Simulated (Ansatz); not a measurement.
Input file:

```
crystal:
  lattice:
    - [3.8677060746, 0.0, -2.01027e-05]
    - [-1.9338530373, 3.349531715, 2.01027e-05]
    - [-1.9338697208, 1.1165202039, 3.2080656738]
  atoms:
    - { symbol: Ca, position: [0.0, 0.0, 0.0] }
    - { symbol: F, position: [0.2494579361, 0.7505420639, 0.74837505] }
    - { symbol: F, position: [0.7505420639, 0.2494579361, 0.25162495] }
basis:
  ecutwfc: 420
kpoints:
  mp_grid: { grid: [9, 9, 8] }
  band_path: { path: [VBM, CBM], npoints: 2 }
hamiltonian:
  xc: pbe
scf:
  occupations: { method: gaussian, width: 0.02 }
output:
  forces: true
  stress: true
  eigenvalues: true
  write_density: true
  write_potential: true
  elf: true
  volumetric_format: npy
```

Run with:

```sh
ansatz run input.yaml --threads 4 --pin off --max-ram 10240MiB --backend cpu --events-out ev --progress --plain --runs-dir out
```

Below, planes, directions and counts refer to the conventional cell (a = 3.87 Å, b = 3.87 Å, c = 9.62 Å, α = 90.00°, β = 90.00°, γ = 120.00°).

Space group R-3m; changed on purpose from its base cell (band edges of the strained film's bulk).

Method: DFT PBE, scalar-relativistic, plane waves, PAW (Ansatz 0.2.0).

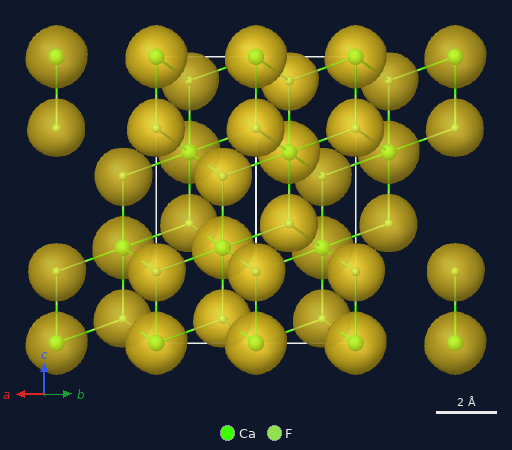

CaF2. Isosurface of the valence electron density at 0.3 e/Å³ (yellow), seen along [110]. Sticks mark near contacts.

In a PAW calculation such maps are meaningful between the atoms, not at the nuclei.

**Which contacts does the surface bridge?**

At this value the density breaks into separate islands; it holds about 90 % of the electrons treated as valence (semicore included). It bridges none of the near contacts. It is pinched off along the shortest Ca–F (2.37 Å) contacts. On the grid the lowest density along these lines, outside the cores, is 0.22 e/Å³ (Ca–F, 2.37 Å).

**Does the calculation give a band gap?**

It is gapped, with a Kohn–Sham gap of 7.2 eV on the k-point mesh (the band edges may lie off the mesh, which would make the gap smaller).
